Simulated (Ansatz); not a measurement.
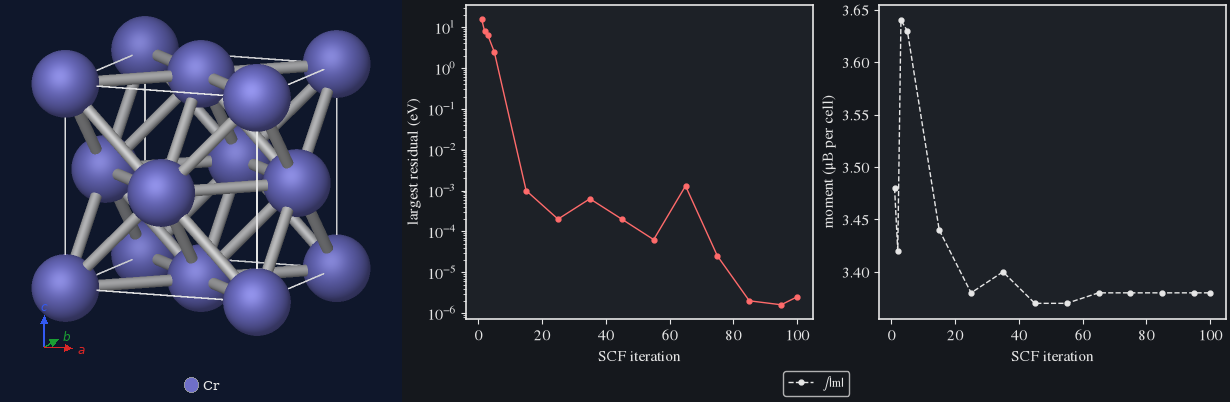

Beside the plot: the structure in its conventional cell.

The plot shows the SCF iterations of a calculation: largest residual, magnetic moments. Only some iterations were kept.

- system: Cr (Fm-3m, 4 atoms in the cell)
- method: DFT, PBE, PAW (an earlier, harder data set), plane waves, scalar-relativistic (Ansatz development build ahead of 0.2.0); cutoff 930 eV, 2×2×2 k-mesh, Fermi–Dirac smearing of 0.05 eV, non-collinear spins
Setting under test: symmetry off, default search for lower states.

Did the calculation converge?

Answer. It did not converge: it stopped after 100 iterations. The residual comes down slowly and unevenly, and has reached only 2.5 × 10⁻⁶ when the run stops.

Read the residual at the first and at the last step drawn.

Answer. It starts near 20 and ends near 3 × 10⁻⁶ eV.

How do the moments develop?

Answer. The integral of |m| goes from 3.5 to 3.4 μB per cell, though in an unconverged run this needn't be final.
